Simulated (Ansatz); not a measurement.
# Run report: PdSi₃₁ (charge +2), geometry relaxation (part 2 of 2)

The same run, continued: PdSi₃₁ (defect cell, 32 atoms in the cell, total charge +2); DFT, PBE, plane waves, PAW, no spin polarisation (Ansatz 0.2.0); cutoff 420 eV, 1×1×1 k-mesh, Gaussian smearing of 0.01 eV. The structure derives from a Materials Project entry. It belongs to a series of runs on one base structure; here: Pd on a Si site (a), charge +2, atoms relaxed at the host's cell. The settings are looser than a standard set-up, so the numbers are not reference values.

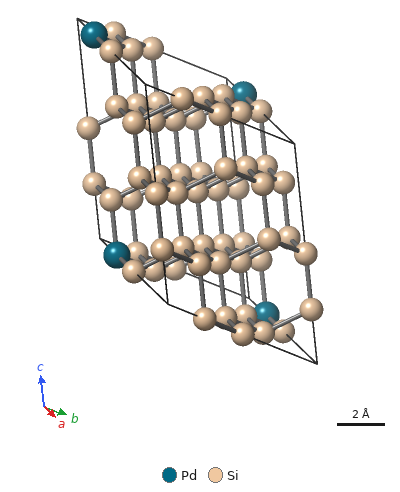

Fig. 1: The geometry at step 3 of the log (ball-and-stick view of the cell of the calculation, seen slightly off an axis).

Output, continued
```
  k-point 0: bands = ["-79.0732", "-44.7989", "-44.7972", "-44.7970", "-5.4728", "-3.5672", "-3.5669", "-3.5665", "-3.5318", "-3.5310", "-3.5306", "-3.5301", "-3.5291", "-3.5235", "-3.5225", "-3.5224", "-2.6556", "-1.4966", "-1.4963", "-1.4691", "-1.4689", "-1.4679", "-0.7706", "0.6438", "0.6439", "0.6463", "0.8058", "0.8061", "0.8064", "0.8169", "0.8171", "0.8771", "0.8772", "0.8783", "2.1476", "2.1487", "2.1501", "2.1898", "2.1923", "2.2974", "2.6092", "2.6095", "2.6096", "2.9201", "2.9202", "2.9216", "3.0631", "3.0641", "3.0672", "3.1006", "3.1009", "3.4329", "3.4741", "3.4743", "3.4744", "3.8222", "3.8224", "3.8229", "4.9061", "4.9182", "4.9186", "4.9191", "5.0036", "5.0046", "5.0052", "5.1538", "5.1572", "5.7265", "5.7269", "5.7298", "7.1132", "7.1212", "7.1222", "7.2349", "7.2919", "7.2937", "7.2942", "7.2950", "7.2953", "8.6699", "8.6701", "8.6711", "8.7774", "8.7779", "8.7782", "8.7833", "8.7837", "8.7841", "9.0602", "9.0614", "9.1090", "9.3006", "9.3060", "9.3064", "10.0206", "10.9832", "10.9836", "10.9837", "11.0519", "11.0520", "11.0522", "11.0835"]
--- Relaxed structure (4 steps of the walk, 4 accepted, 0 SCFs on fresh bases) ---
  F+E_penalty+E_count = -26693.05229294 eV   max|allowed force component| = 1.325e-2 eV/Å
  atoms:
    - { symbol: Pd, position: [0.2506215515013066, -0.0008029700054698885, -0.00029196021798694183] }
    - { symbol: Si, position: [0.4981479188864335, -0.0010087261754677945, 0.7480177863848946] }
    - { symbol: Si, position: [0.750292815372717, -0.0008363324833164515, 0.4997499853157103] }
    - { symbol: Si, position: [-0.001030325330158649, 0.24709207583653928, -2.3369219877417136e-5] }
    - { symbol: Si, position: [0.25043689354900245, 0.24660588462233388, 0.7485261308181748] }
    - { symbol: Si, position: [-0.0009870518708529064, -0.0006148732473990753, 0.24765862159026197] }
    - { symbol: Si, position: [0.7502611306109034, 0.49916697508251495, -0.0002405995556341578] }
    - { symbol: Si, position: [0.5019338350200098, 0.2508597805498138, 0.4990655145688213] }
    - { symbol: Si, position: [0.7492020194513922, 0.25035244913770055, 0.25098409792218285] }
    - { symbol: Si, position: [0.002780745409745336, 0.4998497272806901, 0.7519665857041521] }
    - { symbol: Si, position: [0.4980968413771476, 0.7473752866888842, -0.0004050033196254105] }
    - { symbol: Si, position: [0.25036101729750804, 0.49926241591913856, 0.499816061293177] }
    - { symbol: Si, position: [0.7518407479601954, 0.75167685411391, 0.7522841376059435] }
    - { symbol: Si, position: [0.5019328542550716, 0.4984785834369349, 0.2514800448858788] }
    - { symbol: Si, position: [0.00273098749180381, 0.7513101907521702, 0.5004177275436044] }
    - { symbol: Si, position: [0.250416037823049, 0.7479652276182357, 0.2471852082543673] }
    - { symbol: Si, position: [0.2505016304565922, -0.0004372882614733196, 0.25029102864662445] }
    - { symbol: Si, position: [0.5008322522280966, -0.001230388612991573, -0.0006319365317938863] }
    - { symbol: Si, position: [0.7523949358400303, -0.0007598571685185127, 0.750652511190663] }
    - { symbol: Si, position: [0.0012696120115441984, 0.2485318344332653, 0.2491163755279416] }
    - { symbol: Si, position: [0.25049470487636083, 0.2498175799933297, 0.0001252356961401307] }
    - { symbol: Si, position: [0.0010407527708141129, -0.000953271395427141, 0.5015792156222006] }
    - { symbol: Si, position: [0.7484897368359231, 0.49728641257187084, 0.24870560772465355] }
    - { symbol: Si, position: [0.49961265395145027, 0.2482926402503734, 0.7507404612012303] }
    - { symbol: Si, position: [0.7485454297618132, 0.2481385731162146, 0.4979543303082043] }
    - { symbol: Si, position: [0.0010206060857697041, 0.5010344694276057, -0.0003242338804139988] }
    - { symbol: Si, position: [0.49958971359756077, 0.7501317296309324, 0.24890319160524965] }
    - { symbol: Si, position: [0.2503852648118301, 0.5005304334333929, 0.7504429871750162] }
    - { symbol: Si, position: [0.7524009345517836, 0.750087386462105, -0.00015200142924212331] }
    - { symbol: Si, position: [0.4995831303755396, 0.49776475624827615, 0.4983838604932557] }
    - { symbol: Si, position: [0.0002576328777860791, 0.748546694681545, 0.7491338699561774] }
    - { symbol: Si, position: [0.25038160106183227, 0.7499010185622871, 0.5011345067200487] }
```

Trajectory as extended XYZ (Å, eV, eV/Å), 4 frames, from step=1 to step=4
```
32
Lattice="5.4701 -5.4701 5.4701 -5.4701 5.4701 5.4701 -5.4701 -5.4701 -5.4701" Properties=species:S:1:pos:R:3:forces:R:3 step=1 energy=-26692.86671
Pd    1.3925   -1.3942    1.3908   -0.2820   0.4367  -0.5414
Si   -1.3100   -6.8332   -1.3667   -0.0870   0.1202  -0.0827
Si    1.3743   -6.8429    1.3660   -0.0029   0.0023  -0.0019
Si   -1.4122    1.3672    1.3597   -0.0283   0.0243  -0.2517
Si   -4.0892   -4.1808   -1.4428   -0.0596  -0.0083   0.0183
Si   -1.4118   -1.3628   -1.3698    0.0645   0.1397   0.0502
Si    1.3744   -1.3717    6.8371   -0.0035   0.0051  -0.0162
Si   -1.4112   -4.1110    1.3747   -0.0064  -0.0313   0.2128
Si    1.3677   -4.0334    4.0270    0.0135  -0.0544   0.0424
Si   -6.7801   -1.3801   -1.3700    0.1636  -0.3301  -0.1118
Si   -1.3097    1.3591    6.8299   -0.0271   0.0113  -0.2040
Si   -4.0967   -1.3719    1.3663   -0.0023   0.0049  -0.0048
Si   -4.1010   -4.1804    4.1768    0.1860  -0.0955   0.0764
Si   -1.4113   -1.3814    4.1034    0.0345  -0.1653  -0.0344
Si   -6.7800    1.3671    1.3738    0.1525   0.0833   0.3141
Si   -4.0888    1.4363    4.1773    0.0092  -0.0965  -0.0579
Si   -0.0798   -2.7036    0.0527    0.3391  -0.0195  -0.1721
Si    2.8050   -2.6767    2.6566    0.1040  -0.4136   0.6051
Si    0.0087   -8.2509    0.0314    0.1370  -0.0790  -0.0192
Si   -2.7593    0.0219   -0.0246   -0.0804  -0.0145  -0.0036
Si   -0.0883   -0.0554    2.6707    0.4323   0.1166   0.3432
Si   -2.7306   -2.7802   -2.7683   -0.1495  -0.0563   0.0037
Si    0.0109   -2.7065    5.4279    0.1382   0.0175  -0.0887
Si   -2.7317   -5.5074   -0.0420   -0.1352  -0.0031  -0.0940
Si    0.0098   -5.4348    2.7013    0.1392   0.0769   0.0031
Si   -2.7323    2.7637    2.7765   -0.1427   0.0093   0.0791
Si   -2.7299    0.0352    5.5023   -0.1312   0.0779  -0.0138
Si   -5.4334   -2.7657   -0.0252    0.0835   0.0062   0.0076
Si    0.0110   -0.0371    8.2468    0.1253   0.0091   0.1138
Si   -2.7590   -2.7649    2.7574   -0.0903   0.0140   0.0054
Si   -8.0525   -0.0655    0.0586   -0.9732   0.2325  -0.1872
Si   -5.4329    0.0220    2.7583    0.0794  -0.0204   0.0100
32
Lattice="5.4701 -5.4701 5.4701 -5.4701 5.4701 5.4701 -5.4701 -5.4701 -5.4701" Properties=species:S:1:pos:R:3:forces:R:3 step=2 energy=-26693.01696
Pd    1.3804   -1.3761    1.3705   -0.1281   0.1630  -0.1914
Si   -1.3341   -6.8244   -1.3699   -0.0469   0.0385  -0.0409
Si    1.3744   -6.8441    1.3647    0.0005  -0.0029   0.0068
Si   -1.3852    1.3606    1.3484   -0.0047   0.0076  -0.0835
Si   -4.0792   -4.1506   -1.4081   -0.0254   0.0206   0.0038
Si   -1.3855   -1.3543   -1.3659    0.0206   0.0524   0.0199
Si    1.3741   -1.3704    6.8374    0.0011  -0.0068   0.0095
Si   -1.3840   -4.1079    1.3861   -0.0036  -0.0073   0.0877
Si    1.3616   -4.0669    4.0599    0.0168  -0.0036   0.0055
Si   -6.8045   -1.3909   -1.3639    0.0442  -0.1275  -0.0439
Si   -1.3352    1.3633    6.8187   -0.0259   0.0222  -0.0578
Si   -4.0953   -1.3726    1.3662    0.0000  -0.0036   0.0046
Si   -4.1067   -4.1503    4.1438    0.0456  -0.0071   0.0127
Si   -1.3842   -1.3939    4.1001    0.0148  -0.0656  -0.0135
Si   -6.8029    1.3599    1.3856    0.0377   0.0398   0.1219
Si   -4.0782    1.4013    4.1452   -0.0090  -0.0216  -0.0359
Si   -0.0372   -2.7248    0.0227    0.1243  -0.0204  -0.0696
Si    2.7703   -2.7033    2.6945    0.0773  -0.2148   0.2504
Si    0.0157   -8.2408    0.0148   -0.0112  -0.0117   0.0179
Si   -2.7460    0.0075   -0.0135    0.0612  -0.0209   0.0254
Si   -0.0389   -0.0276    2.7109    0.1412   0.0541   0.1031
Si   -2.7363   -2.7682   -2.7541    0.0127  -0.0241  -0.0166
Si    0.0180   -2.7217    5.4412   -0.0090   0.0049  -0.0183
Si   -2.7347   -5.4943   -0.0289    0.0090  -0.0107  -0.0144
Si    0.0169   -5.4490    2.7169   -0.0067   0.0224  -0.0156
Si   -2.7367    2.7492    2.7634    0.0109   0.0111   0.0169
Si   -2.7332    0.0203    5.4870    0.0041   0.0218   0.0185
Si   -5.4437   -2.7546   -0.0126   -0.0594   0.0272   0.0247
Si    0.0152   -0.0218    8.2363   -0.0093  -0.0131  -0.0008
Si   -2.7463   -2.7533    2.7460    0.0654   0.0253  -0.0314
Si   -8.1332   -0.0269    0.0222   -0.2900   0.0723  -0.0640
Si   -5.4428    0.0067    2.7485   -0.0584  -0.0211  -0.0315
32
Lattice="5.4701 -5.4701 5.4701 -5.4701 5.4701 5.4701 -5.4701 -5.4701 -5.4701" Properties=species:S:1:pos:R:3:forces:R:3 step=3 energy=-26693.05229
Pd    1.3769   -1.3737    1.3681   -0.0029   0.0033  -0.0037
Si   -1.3613   -6.8222   -1.3723   -0.0035  -0.0027  -0.0026
Si    1.3751   -6.8424    1.3659    0.0025  -0.0031   0.0001
Si   -1.3571    1.3574    1.3461    0.0037   0.0009   0.0055
Si   -4.0736   -4.1155   -1.3756    0.0004   0.0098  -0.0017
Si   -1.3568   -1.3527   -1.3635    0.0010  -0.0038  -0.0011
Si    1.3748   -1.3722    6.8358    0.0019  -0.0011   0.0029
Si   -1.3565   -4.1033    1.3879   -0.0018   0.0008  -0.0016
Si    1.3558   -4.1017    4.0948   -0.0002  -0.0018   0.0030
Si   -6.8323   -1.3943   -1.3639   -0.0010   0.0031  -0.0041
Si   -1.3614    1.3658    6.8151   -0.0032   0.0031   0.0079
Si   -4.0956   -1.3725    1.3665    0.0020  -0.0021   0.0008
Si   -4.1142   -4.1160    4.1093    0.0003   0.0073  -0.0058
Si   -1.3567   -1.3945    4.0967   -0.0019   0.0012  -0.0019
Si   -6.8321    1.3575    1.3873   -0.0010   0.0056  -0.0003
Si   -4.0738    1.3695    4.1091   -0.0020   0.0000  -0.0090
Si    0.0035   -2.7418   -0.0012    0.0100   0.0062   0.0033
Si    2.7498   -2.7429    2.7363   -0.0089   0.0042  -0.0074
Si    0.0137   -8.2260    0.0054   -0.0023   0.0051  -0.0029
Si   -2.7152   -0.0101    0.0037   -0.0019   0.0012  -0.0022
Si    0.0030   -0.0044    2.7361    0.0096  -0.0043  -0.0100
Si   -2.7328   -2.7546   -2.7432    0.0042   0.0026   0.0101
Si    0.0137   -2.7345    5.4541   -0.0035  -0.0074   0.0053
Si   -2.7319   -5.4814   -0.0155    0.0046   0.0027   0.0061
Si    0.0134   -5.4611    2.7281   -0.0033  -0.0034   0.0069
Si   -2.7333    2.7369    2.7481    0.0058  -0.0103  -0.0030
Si   -2.7320    0.0090    5.4746    0.0035  -0.0060  -0.0015
Si   -5.4733   -2.7367    0.0026    0.0016  -0.0033   0.0003
Si    0.0135   -0.0118    8.2196   -0.0033   0.0035  -0.0079
Si   -2.7163   -2.7362    2.7294   -0.0002  -0.0032   0.0050
Si   -8.1910   -0.0046   -0.0018   -0.0132  -0.0074   0.0054
Si   -5.4737   -0.0088    2.7304    0.0032  -0.0007   0.0039
32
Lattice="5.4701 -5.4701 5.4701 -5.4701 5.4701 5.4701 -5.4701 -5.4701 -5.4701" Properties=species:S:1:pos:R:3:forces:R:3 step=4 energy=-26693.05229
Pd    1.3769   -1.3737    1.3681   -0.0030   0.0033  -0.0037
Si   -1.3613   -6.8222   -1.3723   -0.0035  -0.0027  -0.0026
Si    1.3751   -6.8424    1.3659    0.0025  -0.0031   0.0001
Si   -1.3571    1.3574    1.3461    0.0037   0.0009   0.0055
Si   -4.0736   -4.1155   -1.3756    0.0004   0.0098  -0.0017
Si   -1.3568   -1.3527   -1.3635    0.0010  -0.0038  -0.0011
Si    1.3748   -1.3722    6.8358    0.0020  -0.0011   0.0029
Si   -1.3565   -4.1033    1.3879   -0.0018   0.0008  -0.0016
Si    1.3558   -4.1017    4.0948   -0.0002  -0.0018   0.0030
Si   -6.8323   -1.3943   -1.3639   -0.0010   0.0031  -0.0041
Si   -1.3614    1.3658    6.8151   -0.0032   0.0032   0.0079
Si   -4.0956   -1.3725    1.3665    0.0020  -0.0021   0.0008
Si   -4.1142   -4.1160    4.1093    0.0003   0.0073  -0.0058
Si   -1.3567   -1.3945    4.0967   -0.0019   0.0012  -0.0019
Si   -6.8321    1.3575    1.3873   -0.0010   0.0056  -0.0003
Si   -4.0738    1.3695    4.1091   -0.0020   0.0000  -0.0090
Si    0.0035   -2.7418   -0.0012    0.0100   0.0062   0.0033
Si    2.7498   -2.7429    2.7363   -0.0089   0.0042  -0.0074
Si    0.0137   -8.2260    0.0054   -0.0023   0.0051  -0.0029
Si   -2.7152   -0.0101    0.0037   -0.0019   0.0012  -0.0022
Si    0.0030   -0.0044    2.7361    0.0097  -0.0043  -0.0100
Si   -2.7328   -2.7546   -2.7432    0.0042   0.0026   0.0101
Si    0.0137   -2.7345    5.4541   -0.0035  -0.0074   0.0053
Si   -2.7319   -5.4814   -0.0155    0.0046   0.0027   0.0061
Si    0.0134   -5.4611    2.7281   -0.0033  -0.0034   0.0069
Si   -2.7333    2.7369    2.7481    0.0058  -0.0104  -0.0030
Si   -2.7320    0.0090    5.4746    0.0035  -0.0060  -0.0015
Si   -5.4733   -2.7367    0.0026    0.0016  -0.0033   0.0003
Si    0.0135   -0.0118    8.2196   -0.0033   0.0035  -0.0079
Si   -2.7163   -2.7362    2.7294   -0.0002  -0.0032   0.0050
Si   -8.1910   -0.0046   -0.0018   -0.0133  -0.0074   0.0054
Si   -5.4737   -0.0088    2.7304    0.0032  -0.0007   0.0039
```

This output came from the following input.

The input
```yaml
crystal:
  lattice:
    - [5.4700937624, -5.4700937624, 5.4700937624]
    - [-5.4700937624, 5.4700937624, 5.4700937624]
    - [-5.4700937624, -5.4700937624, -5.4700937624]
  atoms:
    - { symbol: Pd, position: [0.2545677621, -0.0001495875, 0.0001548948] }
    - { symbol: Si, position: [0.4996749072, -0.0051769974, 0.7443432032] }
    - { symbol: Si, position: [0.7503483522, -0.0007597983, 0.4998607899] }
    - { symbol: Si, position: [-0.0006915634, 0.253363835, 0.0041073706] }
    - { symbol: Si, position: [0.2502697438, 0.2418985634, 0.7559319406] }
    - { symbol: Si, position: [-0.000639784, 0.003846264, 0.2536135167] }
    - { symbol: Si, position: [0.750337393, 0.4993256711, -0.0002406378] }
    - { symbol: Si, position: [0.5014332856, 0.2546555084, 0.5047709973] }
    - { symbol: Si, position: [0.7367708006, 0.2430720433, 0.2436637672] }
    - { symbol: Si, position: [0.000923264, 0.4945190905, 0.7458968466] }
    - { symbol: Si, position: [0.5000615805, 0.7440102774, -0.0045161964] }
    - { symbol: Si, position: [0.250287067, 0.4993496057, 0.4998576764] }
    - { symbol: Si, position: [0.7639023617, 0.7566458181, 0.7569747971] }
    - { symbol: Si, position: [0.501344544, 0.5040782843, 0.2552621059] }
    - { symbol: Si, position: [0.000610376, 0.7453068685, 0.4947757281] }
    - { symbol: Si, position: [0.2505423471, 0.7555639596, 0.2424530072] }
    - { symbol: Si, position: [0.2519429419, 0.0121110585, 0.2544251546] }
    - { symbol: Si, position: [0.4874944064, -0.0135613094, -0.0117269345] }
    - { symbol: Si, position: [0.7570494115, 0.0020755864, 0.7533863397] }
    - { symbol: Si, position: [-0.0042518662, 0.2499757227, 0.2502152029] }
    - { symbol: Si, position: [0.249181531, 0.2521834833, 0.0131321897] }
    - { symbol: Si, position: [0.0010870049, -0.0034486608, 0.5037185988] }
    - { symbol: Si, position: [0.7435308127, 0.4951462572, 0.2463963115] }
    - { symbol: Si, position: [0.4995653719, 0.2458531121, 0.753100898] }
    - { symbol: Si, position: [0.7436853491, 0.2460184084, 0.4958808126] }
    - { symbol: Si, position: [0.0011704142, 0.5035372653, -0.002876179] }
    - { symbol: Si, position: [0.4997219436, 0.7524663213, 0.2463075211] }
    - { symbol: Si, position: [0.2504945201, 0.4943360299, 0.7494455761] }
    - { symbol: Si, position: [0.7572005547, 0.7528040734, 0.0023871479] }
    - { symbol: Si, position: [0.5047729424, 0.5042381279, 0.5049217252] }
    - { symbol: Si, position: [0.0113398707, 0.741404932, 0.7420362923] }
    - { symbol: Si, position: [0.2501109646, 0.7487254582, 0.4945855153] }
  host:
    lattice:
      - [0.0, 2.7350468812, 2.7350468812]
      - [2.7350468812, 0.0, 2.7350468812]
      - [2.7350468812, 2.7350468812, 0.0]
    atoms:
      - { symbol: Si, position: [0.75, 0.75, 0.75] }
      - { symbol: Si, position: [0.5, 0.5, 0.5] }
total_charge: 2
basis:
  ecutwfc: 420
  xc_grid: 2
kpoints:
  mp_grid: { grid: [1, 1, 1], shift: [0.0, 0.0, 0.0] }
hamiltonian:
  xc: pbe
scf:
  occupations: { method: gaussian, width: 0.01 }
output:
  forces: true
  stress: false
  eigenvalues: true
  charged_corrections:
    defect_position: [0.25, 0.0, 0.0]
    epsilon: [[12.9823, 0.0, 0.0], [0.0, 12.9823, 0.0], [0.0, 0.0, 12.9823]]
relax:
  adjacent_minimum: "off"
  f_tol: 0.025
  max_steps: 45
```

Command:
```bash
ansatz run input.yaml --threads 4 --pin off --max-ram 8192MiB --backend cpu --events-out ev --progress --plain --runs-dir out
```

Key numbers

| quantity | value |
| --- | --- |
| outcome | converged |
| electrons treated | 140 |
| free energy | −26693.0523 eV |
| Fermi energy | 6.422 eV |
| gap on the k-point mesh | 1.38 eV |
| final volume | 654.70 Å³ |
| largest force (length of the vector) at the end | 0.016 eV/Å |
| hardware | 4 threads of Intel Xeon @ 2.10GHz (Emerald Rapids), 189 GiB of memory available, shared host |
| wall time | 14 s (CPU time 39 s) |
| peak memory | 0.66 GiB |

Notes

Settings chosen away from the usual ones: Pd on a Si site (a), charge +2, atoms relaxed at the host's cell. These settings are looser than, or depart from, a standard set-up, so the numbers are not reference values for this system. The k-point mesh is coarse (a preliminary or cheap run), so energies and forces are approximate.
